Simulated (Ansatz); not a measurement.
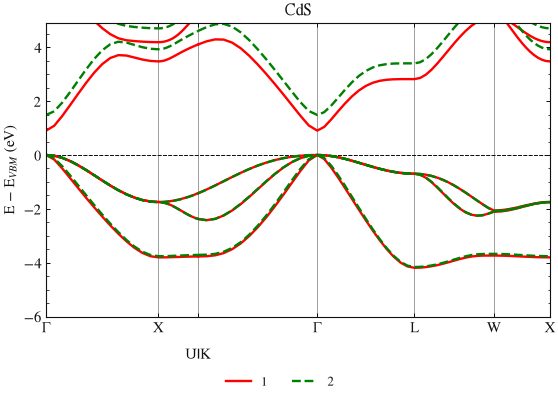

Band structures of CdS, space group F-43m (No. 216), 2 atoms in the cell, by two methods on the same cell. Each is counted from its own valence-band top.

> Which curve is which? The methods: r2SCAN, PBEsol.

1 is PBEsol; 2 is r2SCAN. PBEsol gives a gap of 0.91 eV along the path and r2SCAN gives a gap of 1.49 eV along the path.

Settings. PBEsol: DFT PBEsol, scalar-relativistic, plane waves, PAW, no spin polarisation, 8×8×8 k mesh, 420 eV cutoff, Gaussian smearing of 0.02 eV (Ansatz 0.2.0). r2SCAN: DFT r2SCAN, scalar-relativistic, plane waves, PAW, no spin polarisation, 8×8×8 k mesh, 500 eV cutoff (Ansatz).
